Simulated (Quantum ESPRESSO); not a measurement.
**Re: 7 runs along one coordinate**

System: Re (2 atoms in the cell).
Method: Kohn-Sham DFT of a periodic cell, PBEsol, GBRV 1.5 PBEsol, no spin polarisation (Quantum ESPRESSO 7.5).

The 7 runs differ only in the geometry, by an even scaling of the cell at fixed fractional positions. The structure derives from an entry of the Crystallography Open Database.

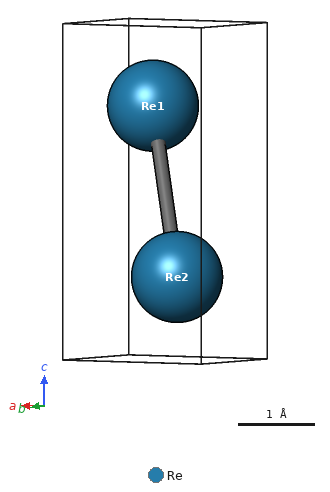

Figure 1. The structure of run 4 (ball-and-stick view of the cell of the calculation, seen at an oblique angle; atoms are numbered from 1 in the order of the input).

## Input of run 4
```
&CONTROL
  calculation = 'scf'
  prefix = 'pwscf'
  outdir = './tmp'
  pseudo_dir = './pseudo'
  tprnfor = .true.
  tstress = .true.
  disk_io = 'low'
/
&SYSTEM
  ibrav = 0
  celldm(1) = 8
  nat = 2
  ntyp = 1
  ecutwfc = 45
  ecutrho = 360
  nbnd = 22
  occupations = 'smearing'
  smearing = 'fd'
  degauss = 0.00367493
/
&ELECTRONS
  conv_thr = 4d-10
  electron_maxstep = 120
  mixing_beta = 0.5
/
ATOMIC_SPECIES
Re   186.2070 re_pbesol_v1.2.uspp.F.UPF
CELL_PARAMETERS alat
  0.6521444856084   0.0000000000000   0.0000000000000
 -0.3260722428042   0.5647736914823   0.0000000000000
  0.0000000000000   0.0000000000000   1.0530971261008
ATOMIC_POSITIONS crystal
Re     0.6666666667    0.3333333333    0.7500000000
Re     0.3333333333    0.6666666667    0.2500000000
K_POINTS automatic
11 11 6 0 0 0
```

## File pp_density.in of run 4
```
&INPUTPP
  prefix = 'pwscf'
  outdir = './tmp'
  filplot = 'density.dat'
  plot_num = 0
/
&PLOT
  nfile = 1
  filepp(1) = 'density.dat'
  iflag = 3
  output_format = 6
  fileout = 'density.cube'
/
```

## File pp_potential.in of run 4
```
&INPUTPP
  prefix = 'pwscf'
  outdir = './tmp'
  filplot = 'potential.dat'
  plot_num = 11
/
&PLOT
  nfile = 1
  filepp(1) = 'potential.dat'
  iflag = 3
  output_format = 6
  fileout = 'potential.cube'
/
```

Command:
```bash
OMP_NUM_THREADS=1 mpirun -n 2 pw.x -nk 2 -in pw.in > pw.out
OMP_NUM_THREADS=1 mpirun -n 1 pp.x -in pp_density.in > pp_density.out
OMP_NUM_THREADS=1 mpirun -n 1 pp.x -in pp_potential.in > pp_potential.out
```

Lattice vectors (Å) and fractional positions of run 4:
```
   2.760800    0.000000    0.000000
  -1.380400    2.390923    0.000000
   0.000000    0.000000    4.458200
Re  0.666667  0.333333  0.750000
Re  0.333333  0.666667  0.250000
```

Run 2 has the same physical settings and fractional positions; its lattice vectors (Å) are:
```
   2.723487    0.000000    0.000000
  -1.361744    2.358609    0.000000
   0.000000    0.000000    4.397947
```

## Results, with one run withheld

| run | volume per atom (Å³) | free energy per atom, from the lowest run given (meV) | pressure (GPa) |
| --- | --- | --- | --- |
| 1 | 13.831 | 46.81 | 22.13 |
| 2 | 14.125 | ? | ? |
| 3 | 14.420 | 0.00 | 3.60 |
| 4 | 14.714 | 0.37 | −4.26 |
| 5 | 15.008 | 14.44 | −11.31 |
| 6 | 15.303 | 40.78 | −17.62 |
| 7 | 15.597 | 78.11 | −23.28 |

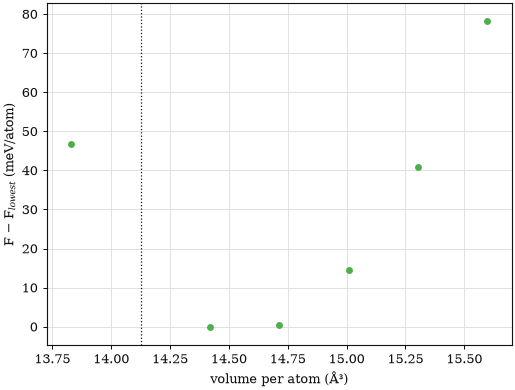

Figure 2. Free energy per atom of the runs given; the dotted line marks run 2.

Estimate the energy of run 2 from the others.

A cubic polynomial in V^(−2/3) (the Birch–Murnaghan form), fitted to the 6 runs given, misses them by at most 0.03 meV per atom. With x = V^(−2/3) − 0.16594 Å⁻², it reads F = 2.8936 − 5045.3 x + 1.4079e+06 x² + 1.671e+06 x³ (meV per atom). At run 2 it gives 14.92 meV per atom, and the run itself gives 14.89. The slope of the fit gives a pressure −dF/dV of 12.58 GPa there, and the run prints 12.37 GPa. The two needn't agree exactly: the fit is approximate, and the printed stress is taken on a finite basis. The fit has its minimum at 14.558 Å³ per atom, where V d²F/dV² gives 390 GPa. Cell shape and fractional positions are held, so this is the stiffness under even scaling; the relaxed bulk modulus wasn't computed.

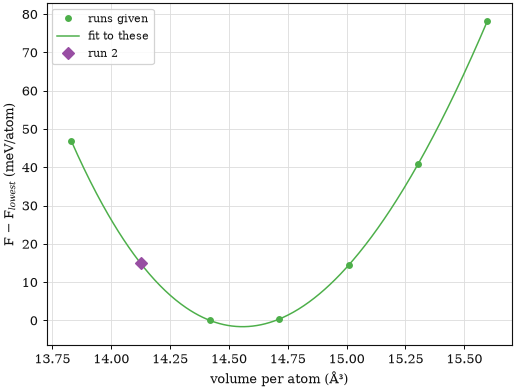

Figure 3. The fit and the withheld run.

## Some lines of the output (run 2)
```
[...]
     unit-cell volume          =     190.6461 (a.u.)^3
     number of k points=    64  Fermi-Dirac smearing, width (Ry)=  0.0037
     total energy              =    -380.70295238 Ry
     total energy              =    -380.74911233 Ry
     total energy              =    -380.75182114 Ry
     total energy              =    -380.75186739 Ry
     total energy              =    -380.75187703 Ry
     total energy              =    -380.75187747 Ry
     the Fermi energy is    25.3837 ev
!    total energy              =    -380.75187749 Ry
     The total energy is F=E-TS. E is the sum of the following terms:
     Computing stress (Cartesian axis) and pressure
          total   stress  (Ry/bohr**3)                   (kbar)     P=      123.66
```

Notes on the run: negative rho. Spin–orbit coupling is left out, which matters for Re.
